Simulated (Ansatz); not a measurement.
The structure in question:

```
Si
1.0
     3.83132    0.00000    0.00000
     0.00000    5.88948    0.00000
     0.00000    0.00000    6.33262
Si
8
Cartesian
  0.0000 1.9632 0.3990
  0.0000 3.9263 3.5653
  0.0000 1.9632 2.7673
  0.0000 3.9263 5.9336
  1.9157 4.9079 0.3990
  1.9157 0.9816 3.5653
  1.9157 4.9079 2.7673
  1.9157 0.9816 5.9336
```

Characterise the structure given above.

The element is silicon. The structure has Cmcm (No. 63) symmetry and a base-centred orthorhombic lattice. The cell holds eight atoms. Around each Si lie four Si in a distorted tetrahedral arrangement at 2.12 to 2.37 Å. The bonds build a three-dimensional framework.

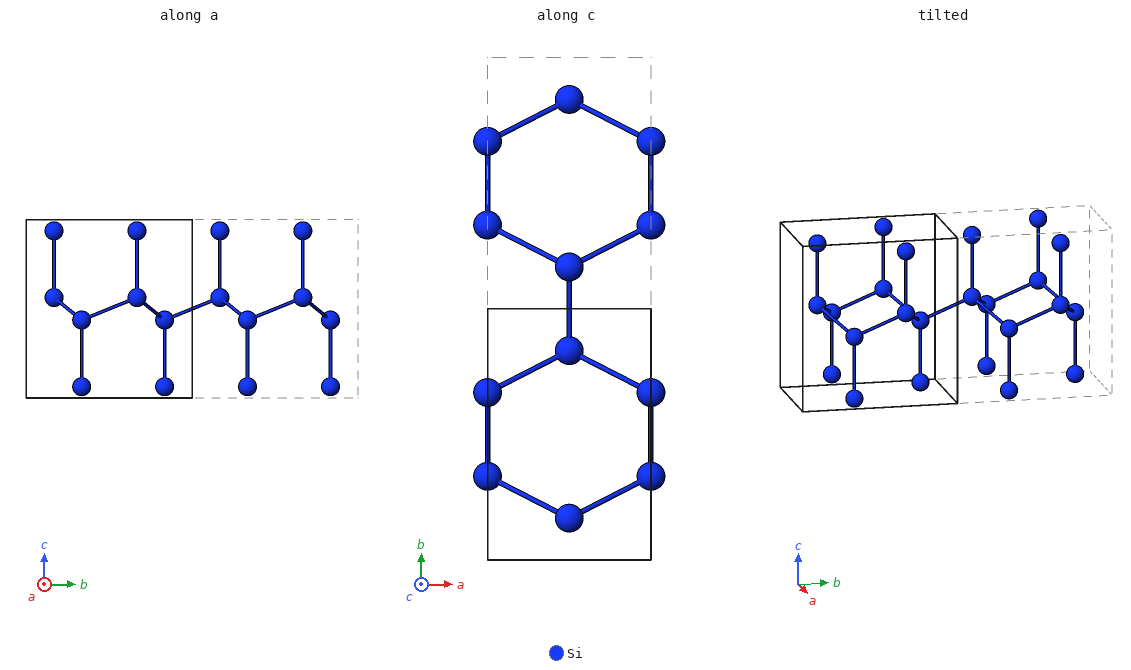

This ball-and-stick model is shown along the a axis, along the c axis and slightly off an axis. One conventional unit cell is drawn solid; the view covers 1×2×1 cells. Colours: silicon blue.

The model was built from a structure listed in the Materials Project. The cell was then strained or its atoms displaced on purpose. It went into a calculation with Ansatz.

At this level of theory the cell isn't at rest (compressed, at 17 GPa and forces up to 2.0 eV/Å), so its distances can differ from those at equilibrium, the more so the softer the solid.
